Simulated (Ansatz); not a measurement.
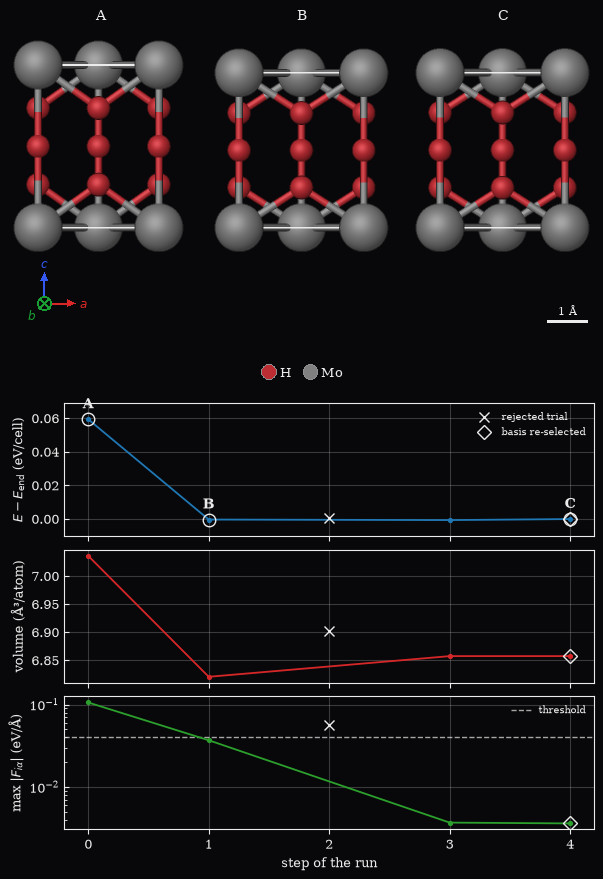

Frames of a relaxation of crystalline MoH3 (a generated structure, set up in Cmmm) (coarse preliminary run), marked on the history of the run. Style: ball-and-stick. Shown: the conventional cell (2 times the calculation's cell), along the b axis. Lengths and directions refer to the drawn axes.

All numbers below come from Ansatz 0.2.0, DFT PBE, scalar-relativistic, plane waves, PAW.

The input:
```yaml
crystal:
  lattice:
    - [1.5222686716, -2.2558002326, 0.0]
    - [1.5222686716, 2.2558002326, 0.0]
    - [0.0, 0.0, 4.0980253807]
  atoms:
    - { symbol: H, position: [0.5, 0.5, 0.7356303675] }
    - { symbol: H, position: [0.0, 0.0, 0.5] }
    - { symbol: H, position: [0.5, 0.5, 0.2643696325] }
    - { symbol: Mo, position: [0.0, 0.0, 0.0] }
basis:
  ecutwfc: 420
kpoints:
  mp_grid: { grid: [6, 6, 4] }
hamiltonian:
  xc: pbe
scf:
  occupations: { method: gaussian, width: 0.1 }
  lower_state_search: "off"
output:
  forces: true
  stress: true
  eigenvalues: true
relax:
  adjacent_minimum: "off"
  f_tol: 0.04
  max_steps: 70
  cell: { stress_tol: 0.4 }
```

Command:
```bash
ansatz run input.yaml --threads 1 --pin off --max-ram 2560MiB --backend cpu --events-out ev --progress --plain --runs-dir out
```

Question: Describe the path.

Answer: The largest moves relative to the cell, 0.028 Å, are those of H1 and H3. H3 goes along −c. Mo stays in place. The volume changes by −2.5 %, with a 3.045 → 3.145 Å (+3.3 %), b 4.512 → 4.467 Å (−1.0 %), c 4.098 → 3.905 Å (−4.7 %). Near-neighbour distances that change, for instance: Mo4–Mo4 3.045 → 3.145 Å, H2–Mo4 2.049 → 1.952 Å, Mo4–Mo4 (another image) 2.721 → 2.732 Å. Among the angles between lasting bonds that change: Mo4–H3–Mo4 109.1° → 114.9°. The space group stays Cmmm (No. 65). Over 2 accepted moves (4 points after the start) the energy falls by 59.4 meV per cell of the calculation. Largest force component: 0.11 eV/Å at the start, 0.0036 eV/Å at the end. The pressure goes from −2.24 to −0.08 GPa. The line search rejected the trial step at point 2 of the run. The SCF was repeated once at an unchanged geometry on a basis and grid sized afresh for the cell, which shifted the energy by 0.6 meV per cell of the calculation at most. The run took 8.2 s on 1 thread of Intel(R) Xeon(R) Processor @ 2.70GHz, with other jobs on the host, peak memory 0.32 GiB. From step 0 to 1: H atoms move most (0.02 Å), volume −3.1 %, energy −59.7 meV per cell of the calculation. From step 1 to 4: volume +0.5 %, energy +0.3 meV per cell of the calculation.

```
step  E − E(0), meV/atom  largest force component, eV/Å  pressure, GPa  volume, Å³/atom                      note
   0                0.00                         0.1059          -2.24            7.036                          
   1              -14.94                         0.0369           0.46            6.821                          
   2              -14.64                         0.0570          -0.68            6.903                  rejected
   3              -15.02                         0.0037          -0.07            6.858                          
   4              -14.86                         0.0036          -0.08            6.858  same geometry, new basis
```

Limits of the set-up: the k-point mesh is coarse for a cell with partly filled bands.
